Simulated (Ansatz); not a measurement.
# Geometry relaxation of VN₂ (part 1 of 2)

- system: VN₂ (6 atoms in the cell)
- method: DFT LDA, scalar-relativistic, plane waves, PAW, no spin polarisation (Ansatz 0.2.0)

The structure derives from an entry of the Crystallography Open Database. It belongs to a series of runs on one base structure; here: relaxed functional: LDA.

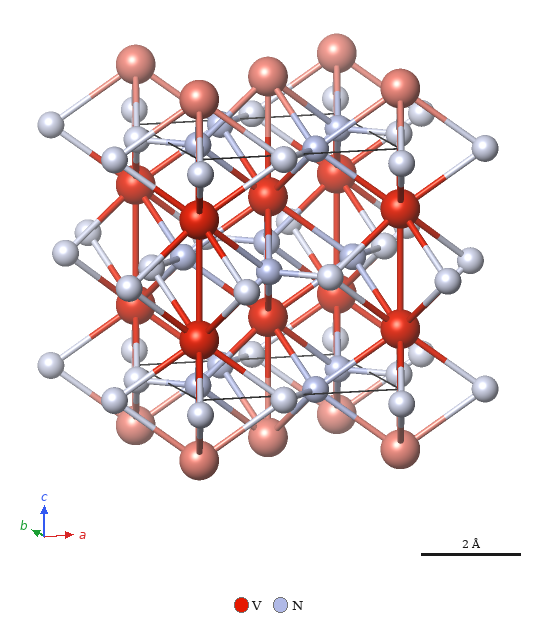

*The input geometry (ball-and-stick view of the cell 2 times as large as that of the calculation, set on its symmetry axes, seen at an oblique angle; neighbours outside the cell are drawn fainter). An atom can appear more than once, as a periodic image.*

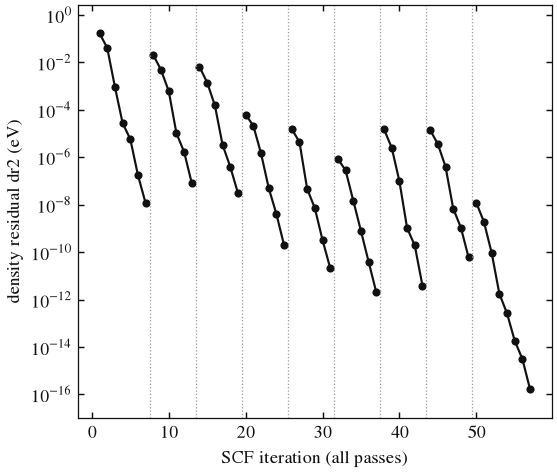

*Convergence of the self-consistent field: density residual dr2 against the SCF iteration. The dotted lines part the SCF passes of the relaxation: geometry steps, rejected trials and re-solves on a re-selected basis.*

The 9 passes take 6 to 8 iterations each, 57 in all.

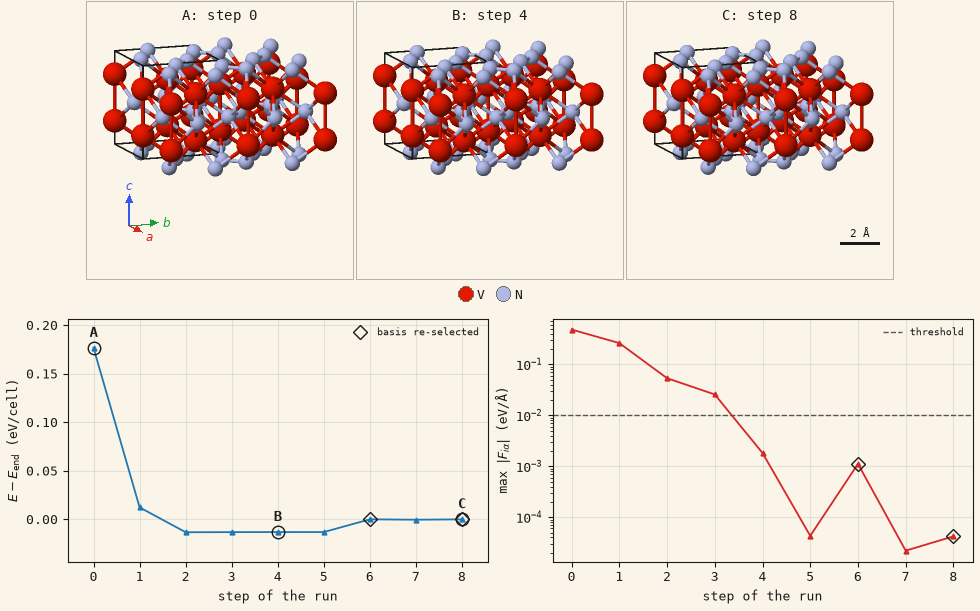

*Frames of the relaxation (ball-and-stick view of the cell 2 times as large as that of the calculation, set on its symmetry axes, repeated 2 × 2 × 1, seen slightly off an axis) above the curves, on which the letters mark them (the first geometry is step 0 here and step 1 in the log).*

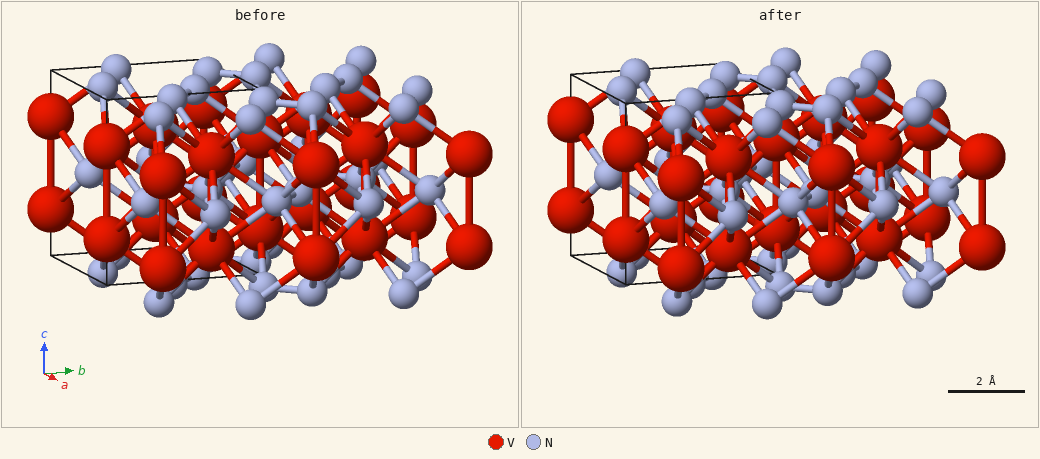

*Before (left) and after (right) the relaxation, at one scale (ball-and-stick view of the cell 2 times as large as that of the calculation, set on its symmetry axes, repeated 2 × 2 × 1, seen slightly off an axis).*

Over 6 geometry steps the energy falls by 0.177 eV per cell of the calculation. Largest force component: 0.48 eV/Å at the start, under 0.0001 eV/Å at the end. Pressure: −19.91 GPa at the start and −0.01 GPa at the end. The basis was re-selected once at an unchanged geometry, which shifts the energy a little without any move. The largest moves relative to the cell, 0.006 Å, are those of N3, N4, N5 and N6. V stays in place. The volume changes by −5.6 %, with a = b 4.301 → 4.229 Å (−1.7 %), c 4.983 → 4.869 Å (−2.3 %). Distances before and after: V1–V2 2.491 → 2.435 Å, V1–N3 2.130 → 2.092 Å, N3–N5 1.400 → 1.364 Å. The space group stays I4/mcm (No. 140). The energy change given includes the shifts at the re-selections in mid-walk, which come without any move. A last SCF at the same geometry on a re-selected plane-wave basis shifts the energy by +0.4 meV per cell of the calculation. (Atoms are counted from 1 in the order of the input.)

The input that produced these results follows, with the program's output.

The input:
```yaml
crystal:
  lattice:
    - [-2.15075, 2.15075, 2.49135]
    - [2.15075, -2.15075, 2.49135]
    - [2.15075, 2.15075, -2.49135]
  atoms:
    - { symbol: V, position: [0.25, 0.25, 0.0] }
    - { symbol: V, position: [0.75, 0.75, 0.0] }
    - { symbol: "N", position: [0.1151, 0.6151, 0.7302] }
    - { symbol: "N", position: [0.6151, 0.8849, 0.5] }
    - { symbol: "N", position: [0.8849, 0.3849, 0.2698] }
    - { symbol: "N", position: [0.3849, 0.1151, 0.5] }
basis:
  ecutwfc: 420
kpoints:
  mp_grid: { grid: [12, 12, 12] }
hamiltonian:
  xc: lda
scf:
  occupations: { method: gaussian, width: 0.1 }
output:
  forces: true
  stress: true
  eigenvalues: true
relax:
  adjacent_minimum: "off"
  f_tol: 0.01
  max_steps: 60
  cell: { stress_tol: 0.05 }
```

Command:
```bash
ansatz run input.yaml --threads 1 --pin off --max-ram 2560MiB --backend cpu --events-out ev --progress --plain --runs-dir out
```

What the program printed:
```
Engine: ansatz 0.2.0, x86_64-unknown-linux-gnu
Pseudopotentials: kind: paw
Pseudopotential: V, paw, valence charge 13, recommended cutoff 420 eV (normal), V.paw.azcp
Pseudopotential: N, paw, valence charge 5, recommended cutoff 420 eV (normal), N.paw.azcp
Functional definition: SPW92
  exchange = slater_x
  correlation = pw_c
Crystal: 6 atoms, lattice volume = 46.097 Å³
Basis set: ecut = 420 eV, 873 PW (Γ)
Bands: 29, of which v1, the nominal top of the filled ones, is band 23 counted from 1 (22 counted from 0)
Symmetry: 16 space group operations
Space group: I4/mcm (ITA 140), of the structure as read, at distance tolerance 3.6e-5 Å
k-points: 163 of 1728
Non-local potential: V, projectors of the file, l = 0: 3, l = 1: 2, l = 2: 3, l = 3: 1
Non-local potential: N, projectors of the file, l = 0: 2, l = 1: 2, l = 2: 1
PAW form: soft (Blöchl's): semilocal exchange-correlation on the pseudo side does not see the compensation charge
PAW frozen core: V, regenerated for the run's functional, and the local potential with it (the file was generated under x = pbe(κ = 0.804, μ = 0.2195149727645171), c = pbe(β = 0.06672455060314922))
PAW frozen core: N, regenerated for the run's functional, and the local potential with it (the file was generated under x = pbe(κ = 0.804, μ = 0.2195149727645171), c = pbe(β = 0.06672455060314922))
PAW one-centre angular grid: V, 590 points (default); XC on 64 Gauss nodes
PAW one-centre angular grid: N, 110 points (default); XC on 64 Gauss nodes
Initial density: superposition of atomic densities (neutral atoms: chi_scale 0, normalization atom), corrected by the library's trained network
Initial wavefunctions: pseudopotential atomic-orbital guess
Functional: x = slater, c = lda
SCF iter   1: F=—  HF=-7219.947187 eV  |F-HF|=—  |Δ(HF+E_count)|=         —  Δρ=2.07e-2  dr2=1.67e-1  ethr=1.77e-3  ⟨swp⟩=5.3  Hψ=17804  notcnv=0
preconditioner: auto → Kerker (q_TF=auto, 2.727 Å⁻¹)  [metal: Δε(μ)=0.001 eV  Ē_g=9.249 eV  σ=0.100 eV  W_gap=0.01  n_scr=14 (ndim 8)  ℏωp=30.0 eV  f_vac=0.000  D(μ)=2.47/eV (n_scr^D=18)]
SCF iter   2: F=—  HF=-7219.918644 eV  |F-HF|=—  |Δ(HF+E_count)|=   2.85e-2  Δρ=9.94e-3  dr2=4.03e-2  ethr=3.62e-4  ⟨swp⟩=1.0  Hψ=6031  notcnv=0
SCF iter   3: F=—  HF=-7219.910035 eV  |F-HF|=—  |Δ(HF+E_count)|=   8.61e-3  Δρ=1.45e-3  dr2=9.20e-4  ethr=8.76e-5  ⟨swp⟩=2.3  Hψ=6528  notcnv=0  defer=3
SCF iter   4: F=—  HF=-7219.909764 eV  |F-HF|=—  |Δ(HF+E_count)|=   2.72e-4  Δρ=2.73e-4  dr2=2.74e-5  ethr=2.00e-6  ⟨swp⟩=2.0  Hψ=6452  notcnv=0  defer=3
SCF iter   5: F=—  HF=-7219.909751 eV  |F-HF|=—  |Δ(HF+E_count)|=   1.27e-5  Δρ=1.18e-4  dr2=5.77e-6  ethr=5.95e-8  ⟨swp⟩=2.0  Hψ=7929  notcnv=0  defer=55
SCF iter   6: F=—  HF=-7219.909750 eV  |F-HF|=—  |Δ(HF+E_count)|=   1.32e-6  Δρ=2.16e-5  dr2=1.72e-7  ethr=1.26e-8  ⟨swp⟩=2.4  Hψ=6903  notcnv=0  defer=62
SCF iter   7: F=-7219.909750 eV  HF=-7219.909750 eV  |F-HF|=5.32e-9  |Δ(HF+E_count)|=   3.70e-8  Δρ=5.92e-6  dr2=1.13e-8  ethr=2.17e-10  ⟨swp⟩=7.4  Hψ=17374  notcnv=0
SCF 1 converged in 7 iterations: F = -7219.909750 eV  dr2 = 1.13e-8
  greatest PAW one-centre occupation: 1.000 electrons in one spin orbital (limit 2), on the V atom at site 1 (counted from 0), in its partial waves of l = 0
relax step   1: F+E_penalty+E_count = -7219.90974975 eV  Δ(F+E_penalty+E_count) = +0.000e0 eV  max|allowed force component| = 4.836e-1 eV/Å  Δτ_max = 0.0000 Å  P = -19.914 GPa  Ω = 46.097 Å³  (7 SCF iters, dr2 threshold 1.00e-7 eV, accepted)
Crystal: 6 atoms, lattice volume = 44.341 Å³
Initial density: handed on by an earlier stage of this run
Initial wavefunctions: those handed on with the density
iter 1 solved again at ethr=4.26e-5 eV; its pass at ethr=3.10e-3 eV (dr2=1.96e-2 eV) is discarded
SCF iter   1: F=—  HF=-7220.080420 eV  |F-HF|=—  |Δ(HF+E_count)|=         —  Δρ=7.64e-3  dr2=2.00e-2  ethr=4.26e-5  ⟨swp⟩=1.2  Hψ=25980  notcnv=0
preconditioner: auto → Kerker (q_TF=auto, 2.745 Å⁻¹)  [metal: Δε(μ)=0.005 eV  Ē_g=9.636 eV  σ=0.100 eV  W_gap=0.03  n_scr=14 (ndim 8)  ℏωp=30.5 eV  f_vac=0.000  D(μ)=2.34/eV (n_scr^D=18)]
SCF iter   2: F=—  HF=-7220.075757 eV  |F-HF|=—  |Δ(HF+E_count)|=   4.66e-3  Δρ=3.42e-3  dr2=4.73e-3  ethr=4.26e-5  ⟨swp⟩=2.4  Hψ=7063  notcnv=0
SCF iter   3: F=—  HF=-7220.074184 eV  |F-HF|=—  |Δ(HF+E_count)|=   1.57e-3  Δρ=1.02e-3  dr2=6.10e-4  ethr=1.03e-5  ⟨swp⟩=2.1  Hψ=6710  notcnv=0
SCF iter   4: F=—  HF=-7220.073974 eV  |F-HF|=—  |Δ(HF+E_count)|=   2.10e-4  Δρ=1.69e-4  dr2=1.02e-5  ethr=1.33e-6  ⟨swp⟩=2.0  Hψ=6610  notcnv=0
SCF iter   5: F=—  HF=-7220.073961 eV  |F-HF|=—  |Δ(HF+E_count)|=   1.23e-5  Δρ=7.37e-5  dr2=1.67e-6  ethr=2.21e-8  ⟨swp⟩=2.1  Hψ=7197  notcnv=0
SCF iter   6: F=-7220.073961 eV  HF=-7220.073961 eV  |F-HF|=4.46e-8  |Δ(HF+E_count)|=   2.84e-7  Δρ=1.40e-5  dr2=7.92e-8  ethr=1.30e-9  ⟨swp⟩=5.2  Hψ=18233  notcnv=0
SCF 2 converged in 6 iterations: F = -7220.073961 eV  dr2 = 7.92e-8
relax step   2: F+E_penalty+E_count = -7220.07396107 eV  Δ(F+E_penalty+E_count) = -1.642e-1 eV  max|allowed force component| = 2.620e-1 eV/Å  Δτ_max = 0.0017 Å  P = -6.978 GPa  Ω = 44.341 Å³  energy of the carried Pulay correction = +1.152e-2 eV  (6 SCF iters, dr2 threshold 6.00e-7 eV, accepted)
Crystal: 6 atoms, lattice volume = 43.479 Å³
Basis set: ecut = 420 eV, 837 PW (Γ)
iter 1 solved again at ethr=1.35e-5 eV; its pass at ethr=3.10e-3 eV (dr2=6.22e-3 eV) is discarded
SCF iter   1: F=—  HF=-7220.101549 eV  |F-HF|=—  |Δ(HF+E_count)|=         —  Δρ=4.39e-3  dr2=6.41e-3  ethr=1.35e-5  ⟨swp⟩=1.1  Hψ=25606  notcnv=0
preconditioner: auto → Kerker (q_TF=auto, 2.754 Å⁻¹)  [metal: Δε(μ)=0.001 eV  Ē_g=9.799 eV  σ=0.100 eV  W_gap=0.01  n_scr=14 (ndim 8)  ℏωp=30.8 eV  f_vac=0.000  D(μ)=2.25/eV (n_scr^D=18)]
SCF iter   2: F=—  HF=-7220.100079 eV  |F-HF|=—  |Δ(HF+E_count)|=   1.47e-3  Δρ=1.98e-3  dr2=1.40e-3  ethr=1.35e-5  ⟨swp⟩=2.4  Hψ=7098  notcnv=0
SCF iter   3: F=—  HF=-7220.099604 eV  |F-HF|=—  |Δ(HF+E_count)|=   4.76e-4  Δρ=5.33e-4  dr2=1.52e-4  ethr=3.05e-6  ⟨swp⟩=2.0  Hψ=7074  notcnv=0
SCF iter   4: F=—  HF=-7220.099551 eV  |F-HF|=—  |Δ(HF+E_count)|=   5.30e-5  Δρ=9.36e-5  dr2=3.35e-6  ethr=3.31e-7  ⟨swp⟩=2.0  Hψ=6497  notcnv=0
iter 5 did not close the SCF: its close was put off for the readings that it lacked (scf_convergence_deferred on its scf_iter line)
SCF iter   5: F=-7220.099550 eV  HF=-7220.099550 eV  |F-HF|=3.15e-7  |Δ(HF+E_count)|=   5.06e-7  Δρ=3.62e-5  dr2=3.96e-7  ethr=7.28e-9  ⟨swp⟩=2.1  Hψ=6971  notcnv=0
SCF iter   6: F=-7220.099550 eV  HF=-7220.099550 eV  |F-HF|=1.98e-8  |Δ(HF+E_count)|=   8.23e-8  Δρ=9.02e-6  dr2=3.08e-8  ethr=8.62e-10  ⟨swp⟩=2.1  Hψ=17760  notcnv=0
the search or the solves at the SCF's close seem to have found levels that the self-consistency loop had missed (the run counts 1). By its estimate they hold under 1e-12 electrons; where the run keeps them, the occupations were computed again with them
SCF 3 converged in 6 iterations: F = -7220.099550 eV  dr2 = 3.08e-8
relax step   3: F+E_penalty+E_count = -7220.09954999 eV  Δ(F+E_penalty+E_count) = -2.559e-2 eV  max|allowed force component| = 5.358e-2 eV/Å  Δτ_max = 0.0031 Å  P = +0.702 GPa  Ω = 43.479 Å³  energy of the carried Pulay correction = +1.733e-2 eV  (6 SCF iters, dr2 threshold 6.00e-7 eV, accepted)
Crystal: 6 atoms, lattice volume = 43.566 Å³
iter 1 solved again at ethr=1.24e-7 eV; its pass at ethr=3.10e-3 eV (dr2=5.71e-5 eV) is discarded
SCF iter   1: F=—  HF=-7220.099462 eV  |F-HF|=—  |Δ(HF+E_count)|=         —  Δρ=4.78e-4  dr2=6.28e-5  ethr=1.24e-7  ⟨swp⟩=2.0  Hψ=24507  notcnv=0
preconditioner: auto → Kerker (q_TF=auto, 2.753 Å⁻¹)  [metal: Δε(μ)=0.002 eV  Ē_g=9.782 eV  σ=0.100 eV  W_gap=0.01  n_scr=14 (ndim 8)  ℏωp=30.8 eV  f_vac=0.000  D(μ)=2.31/eV (n_scr^D=18)]
SCF iter   2: F=—  HF=-7220.099446 eV  |F-HF|=—  |Δ(HF+E_count)|=   1.58e-5  Δρ=2.44e-4  dr2=2.12e-5  ethr=1.24e-7  ⟨swp⟩=1.2  Hψ=4787  notcnv=0
SCF iter   3: F=—  HF=-7220.099439 eV  |F-HF|=—  |Δ(HF+E_count)|=   7.15e-6  Δρ=5.14e-5  dr2=1.46e-6  ethr=4.62e-8  ⟨swp⟩=2.1  Hψ=6709  notcnv=0
iter 4 did not close the SCF: its close was put off for the readings that it lacked (scf_convergence_deferred on its scf_iter line)
SCF iter   4: F=-7220.099439 eV  HF=-7220.099439 eV  |F-HF|=2.64e-8  |Δ(HF+E_count)|=   5.22e-7  Δρ=1.11e-5  dr2=5.08e-8  ethr=3.18e-9  ⟨swp⟩=2.0  Hψ=6766  notcnv=0
iter 5 did not close the SCF: its close was put off for the readings that it lacked (scf_convergence_deferred on its scf_iter line)
SCF iter   5: F=-7220.099439 eV  HF=-7220.099439 eV  |F-HF|=3.12e-9  |Δ(HF+E_count)|=   5.20e-9  Δρ=3.53e-6  dr2=4.05e-9  ethr=1.10e-10  ⟨swp⟩=2.0  Hψ=6661  notcnv=0
SCF iter   6: F=-7220.099439 eV  HF=-7220.099439 eV  |F-HF|=1.48e-10  |Δ(HF+E_count)|=  6.93e-10  Δρ=7.69e-7  dr2=1.97e-10  ethr=8.80e-12  ⟨swp⟩=1.0  Hψ=13408  notcnv=0
SCF 4 converged in 6 iterations: F = -7220.099439 eV  dr2 = 1.97e-10
relax step   4: F+E_penalty+E_count = -7220.09943881 eV  Δ(F+E_penalty+E_count) = +1.112e-4 eV  max|allowed force component| = 2.567e-2 eV/Å  Δτ_max = 0.0010 Å  P = +0.061 GPa  Ω = 43.566 Å³  energy of the carried Pulay correction = +1.674e-2 eV  (6 SCF iters, dr2 threshold 6.00e-7 eV, accepted)
Crystal: 6 atoms, lattice volume = 43.584 Å³
Basis set: ecut = 420 eV, 853 PW (Γ)
iter 1 solved again at ethr=2.85e-8 eV; its pass at ethr=3.10e-3 eV (dr2=1.31e-5 eV) is discarded
SCF iter   1: F=—  HF=-7220.099379 eV  |F-HF|=—  |Δ(HF+E_count)|=         —  Δρ=2.56e-4  dr2=1.53e-5  ethr=2.85e-8  ⟨swp⟩=2.0  Hψ=23445  notcnv=0
preconditioner: auto → Kerker (q_TF=auto, 2.753 Å⁻¹)  [metal: Δε(μ)=0.002 eV  Ē_g=9.780 eV  σ=0.100 eV  W_gap=0.01  n_scr=14 (ndim 8)  ℏωp=30.8 eV  f_vac=0.000  D(μ)=2.30/eV (n_scr^D=18)]
SCF iter   2: F=—  HF=-7220.099376 eV  |F-HF|=—  |Δ(HF+E_count)|=   3.63e-6  Δρ=1.34e-4  dr2=4.39e-6  ethr=2.85e-8  ⟨swp⟩=2.0  Hψ=7179  notcnv=0
iter 3 did not close the SCF: its close was put off for the readings that it lacked (scf_convergence_deferred on its scf_iter line)
SCF iter   3: F=-7220.099374 eV  HF=-7220.099374 eV  |F-HF|=2.45e-8  |Δ(HF+E_count)|=   1.46e-6  Δρ=1.31e-5  dr2=4.69e-8  ethr=9.54e-9  ⟨swp⟩=2.0  Hψ=7063  notcnv=0
iter 4 did not close the SCF: its close was put off for the readings that it lacked (scf_convergence_deferred on its scf_iter line)
SCF iter   4: F=-7220.099374 eV  HF=-7220.099374 eV  |F-HF|=5.84e-9  |Δ(HF+E_count)|=   1.13e-8  Δρ=3.94e-6  dr2=7.15e-9  ethr=1.02e-10  ⟨swp⟩=2.2  Hψ=7443  notcnv=0
iter 5 did not close the SCF: its close was put off for the readings that it lacked (scf_convergence_deferred on its scf_iter line)
SCF iter   5: F=-7220.099374 eV  HF=-7220.099374 eV  |F-HF|=1.51e-10  |Δ(HF+E_count)|=   1.27e-9  Δρ=1.06e-6  dr2=3.26e-10  ethr=1.55e-11  ⟨swp⟩=2.0  Hψ=5778  notcnv=0
SCF iter   6: F=-7220.099374 eV  HF=-7220.099374 eV  |F-HF|=8.19e-12  |Δ(HF+E_count)|=  5.18e-11  Δρ=2.76e-7  dr2=2.13e-11  ethr=1.00e-12  ⟨swp⟩=1.0  Hψ=11890  notcnv=0
SCF 5 converged in 6 iterations: F = -7220.099374 eV  dr2 = 2.13e-11
relax step   5: F+E_penalty+E_count = -7220.09937416 eV  Δ(F+E_penalty+E_count) = +6.465e-5 eV  max|allowed force component| = 1.824e-3 eV/Å  Δτ_max = 0.0008 Å  P = -0.006 GPa  Ω = 43.584 Å³  energy of the carried Pulay correction = +1.662e-2 eV  (6 SCF iters, dr2 threshold 9.11e-8 eV, accepted)
Crystal: 6 atoms, lattice volume = 43.583 Å³
iter 1 solved again at ethr=1.67e-9 eV; its pass at ethr=3.10e-3 eV (dr2=7.68e-7 eV) is discarded
```
